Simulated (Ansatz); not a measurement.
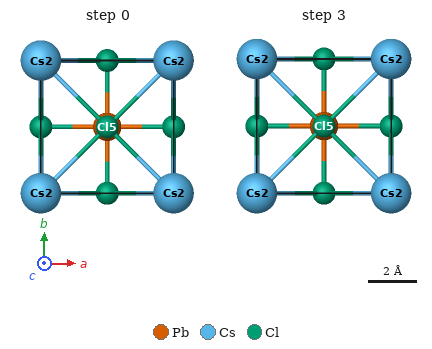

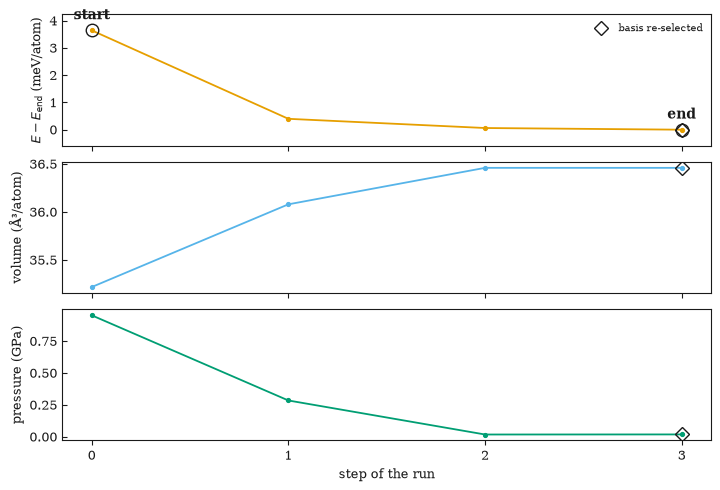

First and last geometry of a relaxation of solid CsPbCl3 (set up in Pm-3m), with the history of the run. The picture is a ball-and-stick view of the cell of the calculation, seen along the c axis.

The run lets cell and atoms move.

These are results of Kohn-Sham DFT of a periodic cell, r2SCAN, Ansatz PAW in Ansatz, not measurements.

The input:
```yaml
crystal:
  lattice:
    - [5.605, 0.0, 0.0]
    - [0.0, 5.605, 0.0]
    - [0.0, 0.0, 5.605]
  atoms:
    - { symbol: Pb, position: [0.5, 0.5, 0.5] }
    - { symbol: Cs, position: [0.0, 0.0, 0.0] }
    - { symbol: Cl, position: [0.5, 0.0, 0.5] }
    - { symbol: Cl, position: [0.0, 0.5, 0.5] }
    - { symbol: Cl, position: [0.5, 0.5, 0.0] }
hamiltonian:
  xc: r2scan
  pseudopotentials: { kind: paw }
kpoints:
  mp_grid: { grid: [5, 5, 5] }
scf:
  occupations: { method: fermi_dirac, width: 0.05 }
output:
  forces: true
  stress: true
  eigenvalues: true
relax:
  f_tol: 0.01
  max_steps: 40
  cell: { stress_tol: 0.05 }
```

Run as
```bash
ansatz run input.yaml --threads 2 --pin off --max-ram 5632MiB --backend cpu --events-out ev --progress --plain --runs-dir out
```

**Did the run converge, and what did it change?**

It converged. The atoms keep their places relative to the cell (all moves are under 0.005 Å). The volume changes by +3.5 %, with a = b = c 5.605 → 5.670 Å (+1.2 %). Among the contacts that change: Cl–Cs 3.963 → 4.009 Å, Cl–Pb 2.803 → 2.835 Å. The space group stays Pm-3m (No. 221). After 2 accepted moves (3 points after the start) the energy has fallen by 3.6 meV per atom. All forces vanish by symmetry, so only the cell relaxes. The pressure goes from 0.95 to 0.02 GPa. The SCF was repeated once at an unchanged geometry on a basis and grid sized afresh for the cell, which shifted the energy by 0.1 meV per atom at most.

```json
{"step": "0", "E − E(0), meV/atom": "0.00", "pressure, GPa": "0.95", "volume, Å³/atom": "35.217", "note": ""}
{"step": "1", "E − E(0), meV/atom": "-3.25", "pressure, GPa": "0.28", "volume, Å³/atom": "36.079", "note": ""}
{"step": "2", "E − E(0), meV/atom": "-3.58", "pressure, GPa": "0.02", "volume, Å³/atom": "36.459", "note": ""}
{"step": "3", "E − E(0), meV/atom": "-3.65", "pressure, GPa": "0.02", "volume, Å³/atom": "36.459", "note": "same geometry, new basis"}
```
